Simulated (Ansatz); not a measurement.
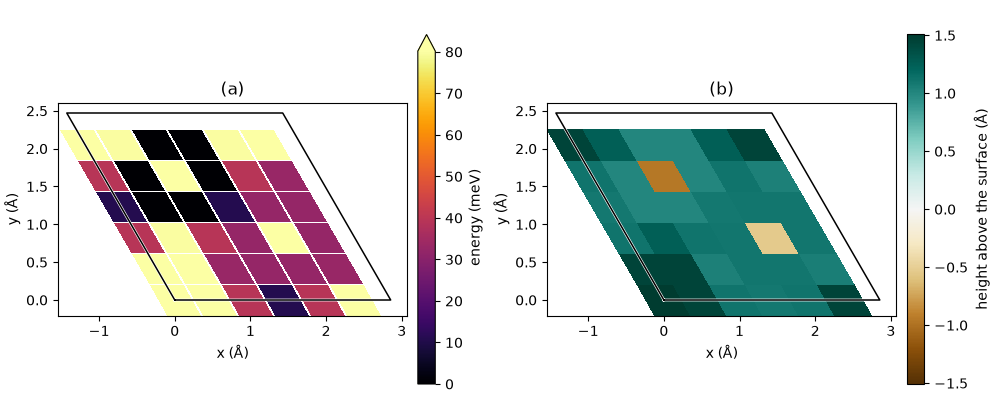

H on an Al(001) slab cut from the P6_3/mmc phase, its upper half relaxed before the scan (8 atoms of substrate and one adsorbate in a 1 × 1 cell). H is moved over the surface cell; relaxed at each place: the height of the adsorbate's atoms and the top layer of the substrate; the origin of the map has the adsorbate above Al8. Places are given modulo a cell vector. The map is drawn in real space over the plane of the surface. Grid: 6 × 6 points; 12 points were computed and 24 follow by symmetry. All energies are given in meV relative to the lowest grid point. At some places the adsorbate sinks to or below the level of the top layer. With one adsorbate in each 1 × 1 cell, its nearest image is 2.9 Å away, so neighbouring adsorbates interact. The calculation used DFT PBE, scalar-relativistic, plane waves, PAW in Ansatz. Settings: cutoff 420 eV, k-mesh 9×9×1, gaussian smearing 0.1 eV, no spin polarisation.

Panel (a) is the energy and panel (b) the computed height above the surface on the same grid.

The picture shows one coloured cell a grid point, the outline of one cell of the plane, one colour for all values above the top of the scale.

How does the height above the surface vary over the map, and what is it at the lowest grid point?

It runs from −0.96 Å at a place at or below the level of the top layer, (2/6, 4/6) of the cell vectors to 1.51 Å at the top site over a surface Al atom, (0/6, 0/6) of the cell vectors. At the lowest grid point, (1/6, 3/6) of the cell vectors [nearest 1 Al at 1.80 Å], it is 1.01 Å.

```
second ↓, first →   0/6   1/6    2/6   3/6    4/6   5/6
              5/6  1.45  1.26   1.01  1.01   1.26  1.45
              4/6  1.12  1.01  −0.96  1.01   1.12  1.05
              3/6  1.09  1.01   1.01  1.09   1.11  1.11
              2/6  1.12  1.26   1.12  1.11  −0.53  1.11
              1/6  1.45  1.45   1.05  1.11   1.11  1.05
              0/6  1.51  1.45   1.12  1.09   1.12  1.45
```

PAW datasets: the set soft_1.
